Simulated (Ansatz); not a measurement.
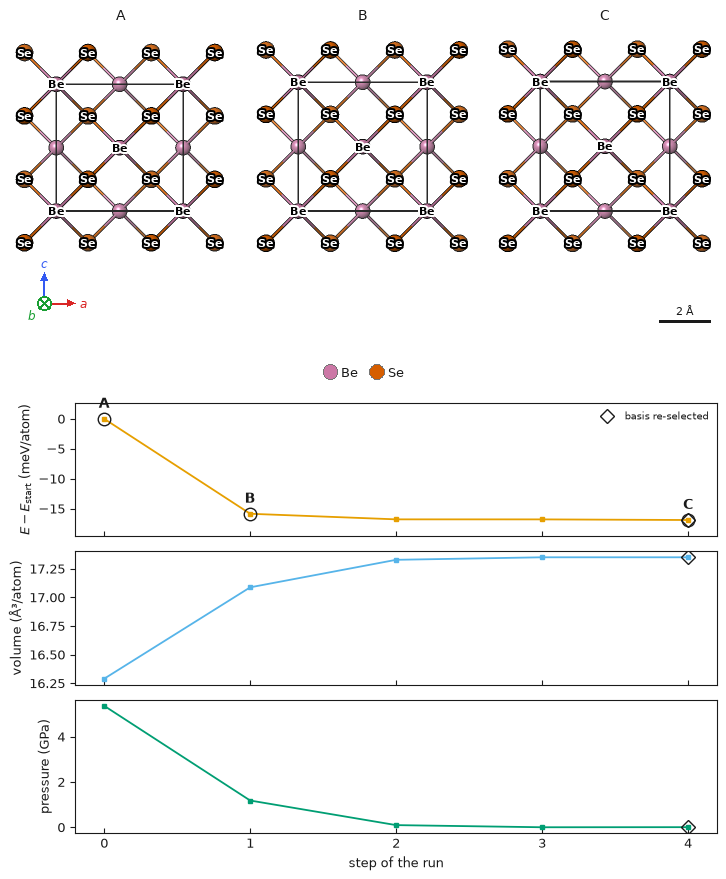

Frames of a relaxation of a crystal of BeSe (set up in F-43m), marked on the history of the run. Style: ball-and-stick. Shown: the conventional cell (4 times the calculation's cell), along the b axis. Lengths and directions refer to the drawn axes.

Theory: DFT PBE, scalar-relativistic, plane waves, PAW (Ansatz).

Input
```yaml
crystal:
  lattice:
    - [0.0, 2.535, 2.535]
    - [2.535, 0.0, 2.535]
    - [2.535, 2.535, 0.0]
  atoms:
    - { symbol: Be, position: [0.0, 0.0, 0.0] }
    - { symbol: Se, position: [0.25, 0.25, 0.25] }
basis:
  ecutwfc: 420
kpoints:
  mp_grid: { grid: [8, 8, 8] }
hamiltonian:
  xc: pbe
scf:
  occupations: { method: gaussian, width: 0.02 }
output:
  forces: true
  stress: true
  eigenvalues: true
relax:
  adjacent_minimum: "off"
  f_tol: 0.005
  max_steps: 80
  cell: { stress_tol: 0.05 }
```

Launched with:
```bash
ansatz run input.yaml --threads 1 --pin off --max-ram 2560MiB --backend cpu --events-out ev --progress --plain --runs-dir out
```

### What happens along the run?

No atom moves by more than 0.005 Å relative to the cell. Cell: a = b = c 5.070 → 5.178 Å (+2.1 %). Volume +6.5 %. Among the contacts that change: Be1–Se2 2.195 → 2.242 Å. The space group stays F-43m (No. 216). The energy falls by 16.9 meV per atom in 3 accepted moves (4 points after the start). All forces vanish by symmetry, so only the cell relaxes. Pressure: 5.36 GPa at the start and 0.01 GPa at the end. At 1 point the geometry stayed and the basis and grid were re-selected for the new cell (energy shift of 0.1 meV per atom at most each time). The run took 5.7 s on 1 thread of Arm Neoverse V2 (shared host), peak memory 0.29 GiB. From step 0 to 1: volume +4.9 %, energy −15.8 meV per atom. From step 1 to 4: volume +1.5 %, energy −1.0 meV per atom.

```
step  E − E(0), meV/atom  pressure, GPa  volume, Å³/atom                      note
   0                0.00           5.36           16.290                          
   1              -15.84           1.18           17.088                          
   2              -16.77           0.10           17.329                          
   3              -16.78           0.00           17.351                          
   4              -16.88           0.01           17.351  same geometry, new basis
```
